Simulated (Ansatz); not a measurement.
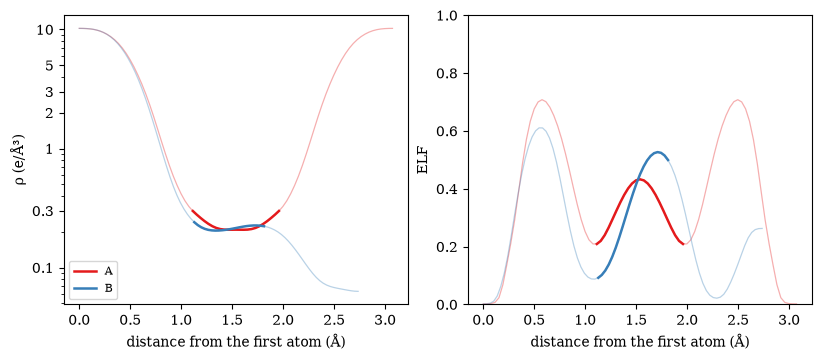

*TiAl. Valence charge density (pseudo) and ELF along straight lines between neighbouring atoms. Thin, pale parts lie inside the atomic spheres.*

Space group P4/mmm; a structure from a database of computed crystals, not necessarily the ambient phase; computed without spin polarisation.

The calculation used Ansatz, DFT PBEsol, scalar-relativistic, plane waves, PAW.

Core electrons are frozen (PAW), and the valence fields are smoothed inside the atomic spheres.

Input file:

```
crystal:
  lattice:
    - [3.1997188221, 0.0, 0.0]
    - [0.0, 3.1997188221, 0.0]
    - [0.0, 0.0, 3.0717300692]
  atoms:
    - { symbol: Ti, position: [0.0, 0.0, 0.0] }
    - { symbol: Al, position: [0.5, 0.5, 0.5] }
basis:
  ecutwfc: 420
kpoints:
  mp_grid: { grid: [22, 22, 22] }
hamiltonian:
  xc: pbesol
scf:
  occupations: { method: gaussian, width: 0.15 }
output:
  forces: true
  stress: true
  eigenvalues: true
  write_density: true
  write_potential: true
  elf: true
  volumetric_format: npy
```

Run with:

```sh
ansatz run input.yaml --threads 1 --pin off --max-ram 2560MiB --backend cpu --events-out ev --progress --plain --runs-dir out
```

Below, planes, directions and counts refer to the conventional cell (a = 3.20 Å, b = 3.20 Å, c = 3.07 Å, α = 90.00°, β = 90.00°, γ = 90.00°).

Q: Which curve belongs to which contact (Ti–Al and Ti–Ti)? The first atom named is at distance zero.

A: Curve A: Ti–Ti (3.07 Å): the density is about 0.21 e/Å³ at the midpoint; the ELF is about 0.45 at the midpoint. Curve B: Ti–Al (2.73 Å): ρ at the midpoint is about 0.2 e/Å³; the ELF is about 0.25 at the midpoint (no shared electron pair shows on this line).
